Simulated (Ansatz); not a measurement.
Consider TiSi2 (slab).

```
CELL_PARAMETERS angstrom
4.78069 0.00000 0.00000
-2.39034 4.25811 0.00000
0.00000 0.00000 26.72776
ATOMIC_POSITIONS crystal
Si 0.00000 0.00000 0.28061
Ti 0.50000 0.50000 0.30750
Si 0.50000 0.00000 0.33440
Si 0.00000 0.50000 0.35761
Ti 0.00000 0.00000 0.38450
Si 0.50000 0.50000 0.41140
Si 0.50000 0.00000 0.43460
Ti 0.00000 0.50000 0.46150
Si 0.00000 0.00000 0.48840
Si 0.50000 0.50000 0.51160
Ti 0.50000 0.00000 0.53850
Si 0.00000 0.50000 0.56540
Si 0.00000 0.00000 0.58860
Ti 0.50000 0.50000 0.61550
Si 0.50000 0.00000 0.64239
Si 0.00000 0.50000 0.66560
Ti 0.00000 0.00000 0.69250
Si 0.50000 0.50000 0.71939
```

Not relaxed (largest force 0.7 eV/Å); computed without spin polarisation.

These are results of DFT r2SCAN, scalar-relativistic, plane waves, PAW (Ansatz 0.2.0), not measurements.

What can the converged valence pseudo-density and electron localisation function tell about the bonding?

Answer. Si–Si (2.52 Å): the density is about 0.41 e/Å³ at the midpoint; the ELF peaks at about 0.80 between the atoms.
Ti–Si (2.55 Å): ρ at the midpoint is about 0.38 e/Å³; the ELF peaks at about 0.85 in the valence shell of Si, 0.9 Å from its nucleus, and is about 0.55 at the midpoint.

Metal or insulator at this level of theory?

Answer. It is metallic or semimetallic at this level of theory: no gap opens.

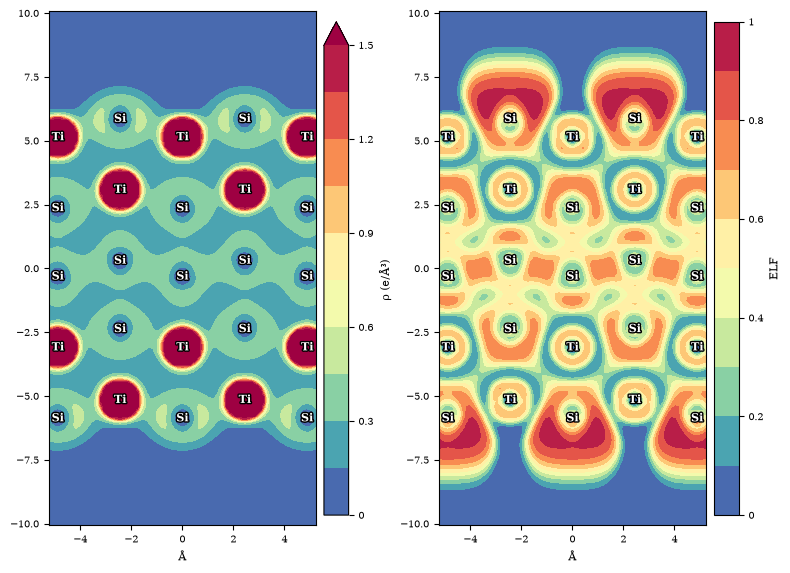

Computed valence pseudo-density and electron localisation function on the (11̄0) plane of the calculation cell, a cut from vacuum to vacuum, in this order. 

The density is the valence pseudo-density of a PAW calculation; it isn't the true density close to the nuclei.
